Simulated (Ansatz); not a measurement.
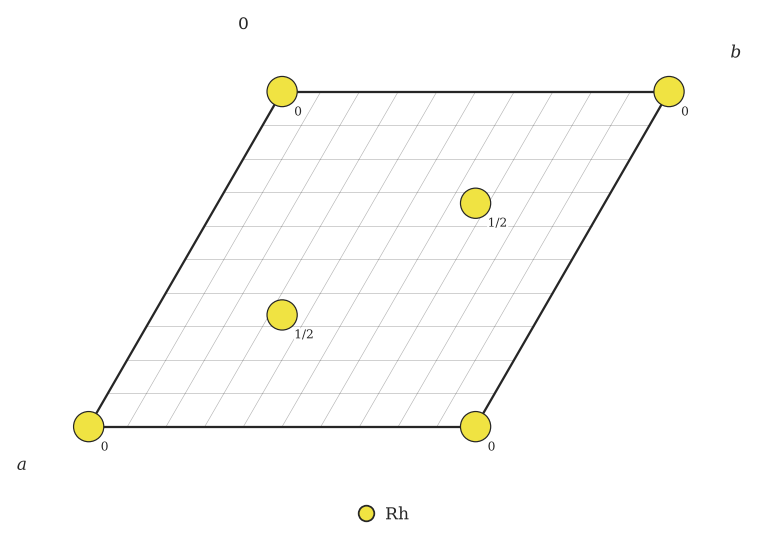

Plan of a unit cell projected along c (a down the page, b across); the numbers are heights as fractions of c, and atoms on the cell's edges are repeated. The grid marks tenths of a and b. Source: coordinates from a relaxation with DFT, PBE, plane waves (420 eV) with PAW, scalar-relativistic (Ansatz); the starting structure was generated, so it need not be a known form of this composition. The drawing is computed from the coordinates (standard cell, symmetry found to 0.002 Å).

a = 4.339 Å, b = 4.339 Å, c = 2.663 Å, α = 90.00°, β = 90.00°, γ = 120.00°.

### What does the cell contain?

3 Rh: Rh, Z = 3.

### Which space group?

P6/mmm, No. 191, primitive hexagonal.

### Give the fractional coordinates of all atoms, to two places.

| atom | x | y | z |
| --- | --- | --- | --- |
| Rh | 0.00 | 0.00 | 0.00 |
| Rh | 0.33 | 0.67 | 0.50 |
| Rh | 0.67 | 0.33 | 0.50 |
